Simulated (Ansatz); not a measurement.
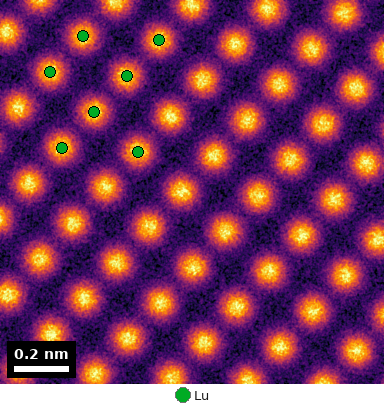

HAADF-like image of Lu (Pm-3m, No. 221) along [211]. The image is simulated as a sum over atoms of Z^1.7, blurred by a 0.83 Å probe (no channelling). The probe carries 25 % of its weight in a tail 2.5 times as wide. The display is stretched by a gamma of 0.65; percentages refer to the linear signal. Shot noise was added. Atomic positions: coordinates from a relaxation with DFT, LDA (PW92), plane waves (420 eV) with PAW, scalar-relativistic in Ansatz; the starting structure was generated, so it need not be a known form of this composition.

Coloured dots in one corner mark the columns of the model.

Describe what the image shows.

The columns repeat on a rectangular net of 1.76 × 2.16 Å (plane group p2mm). All columns are alike (Lu). The shortest distance between visible columns is 1.76 Å in projection. Along the beam the structure repeats every 7.47 Å.
